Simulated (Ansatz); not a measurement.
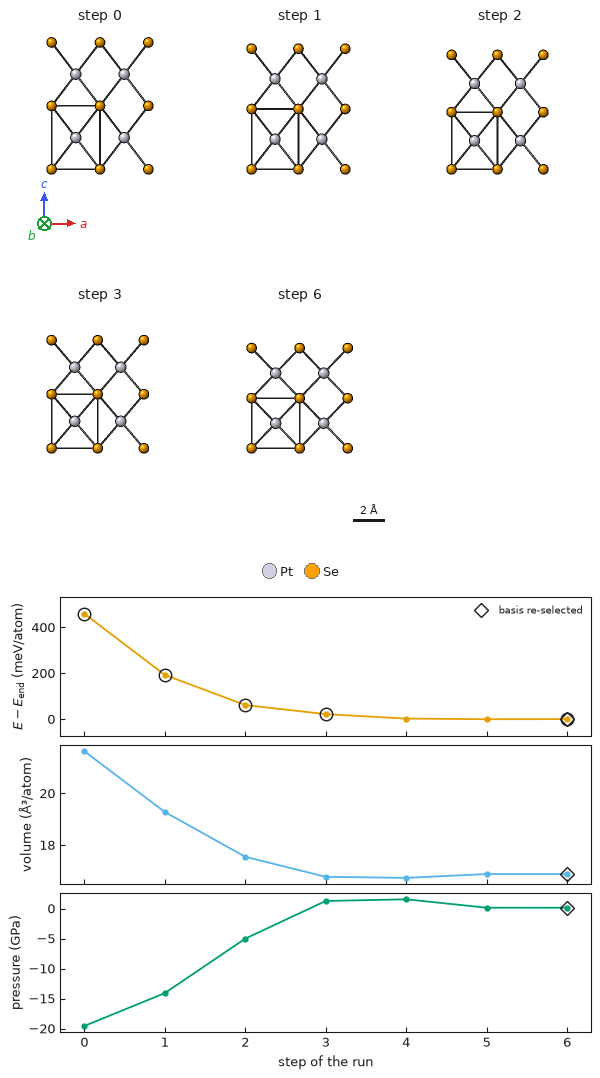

Frames of a relaxation of crystalline PtSe (built on the CuAu (L1_0)_123 type) (coarse preliminary run), marked on the history of the run. The picture is a ball-and-stick view of the cell of the calculation, repeated 2 × 1 × 2 with one cell outlined, seen along the b axis.

Case: CuAu (L1_0) type (P4/mmm, No. 123).

Theory: DFT r2SCAN, scalar-relativistic, plane waves, PAW (Ansatz).

Input
```yaml
crystal:
  lattice:
    - [3.2077351364, 0.0, 0.0]
    - [0.0, 3.2077351364, 0.0]
    - [0.0, 0.0, 4.204424268]
  atoms:
    - { symbol: Pt, position: [0.5, 0.5, 0.5] }
    - { symbol: Se, position: [0.0, 0.0, 0.0] }
basis:
  ecutwfc: 500
kpoints:
  mp_grid: { grid: [6, 6, 4] }
hamiltonian:
  xc: r2scan
scf:
  occupations: { method: gaussian, width: 0.1 }
  lower_state_search: "off"
output:
  forces: true
  stress: true
  eigenvalues: true
relax:
  adjacent_minimum: "off"
  f_tol: 0.04
  max_steps: 70
  cell: { stress_tol: 0.4 }
```

Command:
```bash
ansatz run input.yaml --threads 1 --pin off --max-ram 2560MiB --backend cpu --events-out ev --progress --plain --runs-dir out
```

Describe the path.

Answer. No atom moves by more than 0.005 Å relative to the cell. Cell: a = b 3.208 → 3.187 Å (−0.6 %), c 4.204 → 3.323 Å (−21.0 %). Volume −22.0 %. Among the contacts that change: Se2–Se2 4.204 → 3.323 Å, Pt1–Se2 3.093 → 2.800 Å. The space group stays P4/mmm (No. 123). After 5 accepted moves (6 points after the start) the energy has fallen by 460 meV per atom. All forces vanish by symmetry, so only the cell relaxes. The pressure goes from −19.57 to 0.13 GPa. The SCF was repeated once at an unchanged geometry on a basis and grid sized afresh for the cell, which shifted the energy by 0.5 meV per atom at most. From step 0 to 1: volume −10.9 %, energy −267 meV per atom. From step 1 to 2: volume −9.0 %, energy −131 meV per atom. From step 2 to 3: volume −4.4 %, energy −39.7 meV per atom. From step 3 to 6: volume +0.6 %, energy −21.7 meV per atom.

```json
{"step": "0", "E − E(0), meV/atom": "0.00", "pressure, GPa": "-19.57", "volume, Å³/atom": "21.631", "note": ""}
{"step": "1", "E − E(0), meV/atom": "-267.13", "pressure, GPa": "-14.09", "volume, Å³/atom": "19.280", "note": ""}
{"step": "2", "E − E(0), meV/atom": "-398.37", "pressure, GPa": "-5.02", "volume, Å³/atom": "17.546", "note": ""}
{"step": "3", "E − E(0), meV/atom": "-438.08", "pressure, GPa": "1.25", "volume, Å³/atom": "16.771", "note": ""}
{"step": "4", "E − E(0), meV/atom": "-457.39", "pressure, GPa": "1.53", "volume, Å³/atom": "16.729", "note": ""}
{"step": "5", "E − E(0), meV/atom": "-460.22", "pressure, GPa": "0.13", "volume, Å³/atom": "16.877", "note": ""}
{"step": "6", "E − E(0), meV/atom": "-459.74", "pressure, GPa": "0.13", "volume, Å³/atom": "16.877", "note": "same geometry, new basis"}
```

Limits of the set-up: the k-point mesh is coarse for a cell with partly filled bands.
